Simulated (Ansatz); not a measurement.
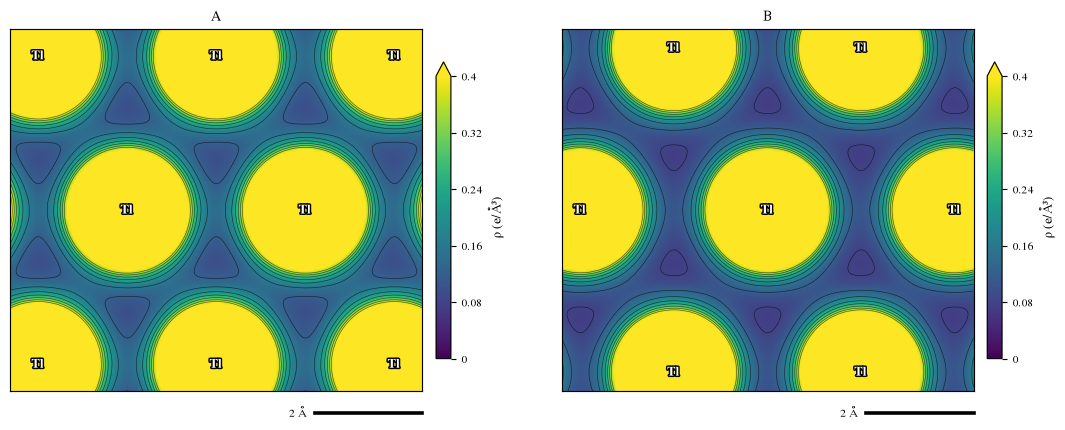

Tl. The valence electron density of two cells that differ in size, on the (100) plane of each (indices in the axes of the calculation cell), at one length scale and on one colour scale: B has 30.0 Å³ an atom and A 25.8.

Level of theory: Ansatz 0.2.0, DFT PBE+D3(BJ), scalar-relativistic, plane waves, PAW.

In a PAW calculation such maps are meaningful between the atoms, not at the nuclei.

> What does the compression do to the bonding and the properties?

From the larger cell to the smaller, Tl–Tl goes from 3.49 to 3.32 Å, and the density at its midpoint from 0.11 to 0.14 e/Å³; the pressure goes from −0.7 to 6 GPa.
